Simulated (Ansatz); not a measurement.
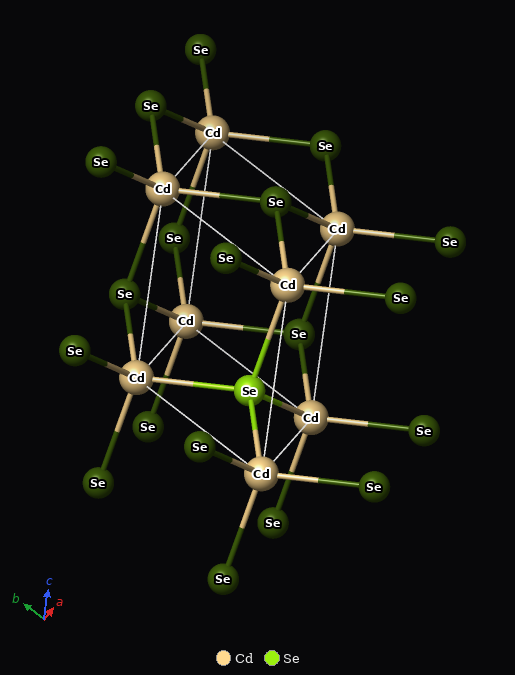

We look at a ball-and-stick model of the crystal from a general direction. The simulation cell is outlined; an atom on or near a face, edge or corner is repeated at each equivalent position. The bonded neighbours beyond the faces are included, in fainter colours.

The run was set up as follows:
```yaml
crystal:
  lattice:
    - [0.0832633236, 3.0850869979, 3.0850869979]
    - [3.0850869979, 0.0832633236, 3.0850869979]
    - [3.0850869979, 3.0850869979, 0.0832633236]
  atoms:
    - { symbol: Cd, position: [0.0029777954, 0.0029777954, 0.0029777954] }
    - { symbol: Se, position: [0.2470222046, 0.2470222046, 0.2470222046] }
kpoints:
  mp_grid: { grid: [8, 8, 8] }
  band_path:
    path:
      - [0.0, 0.0, 0.0]
      - [-0.5, -0.5, 0.0]
      - [-0.375, -0.375, 0.25]
      - [-0.375, 0.0, 0.375]
      - [0.0, 0.0, 0.5]
      - [-0.5, -0.25, 0.25]
    npoints: 1
hamiltonian:
  xc: pbe
scf:
  occupations: { method: fermi_dirac, width: 0.02 }
  n_extra_bands: 4
output:
  forces: true
  stress: true
  eigenvalues: true
```
Run as:
```sh
ansatz run input.yaml --threads 4 --pin off --max-ram 3686MiB --backend cpu --events-out ev --progress --plain --runs-dir out
```

The calculation used Ansatz 0.2.0, DFT, PBE, plane waves, PAW, with plane-wave cutoff 420 eV, an 8×8×8 k-point grid, Fermi-Dirac smearing of 0.02 eV, no spin polarisation.

> What is the electronic character?

A semiconductor at this level, with a gap of 0.52 eV, direct.

> What pressure does the calculation give for this cell?

The computed pressure is 2.7 GPa (compressed: it would expand).

The model was built from a structure type filled with these elements by a generator (whether the compound takes this form wasn't checked). The cell was then strained or its atoms displaced on purpose. An electronic-structure calculation with Ansatz was run on it.
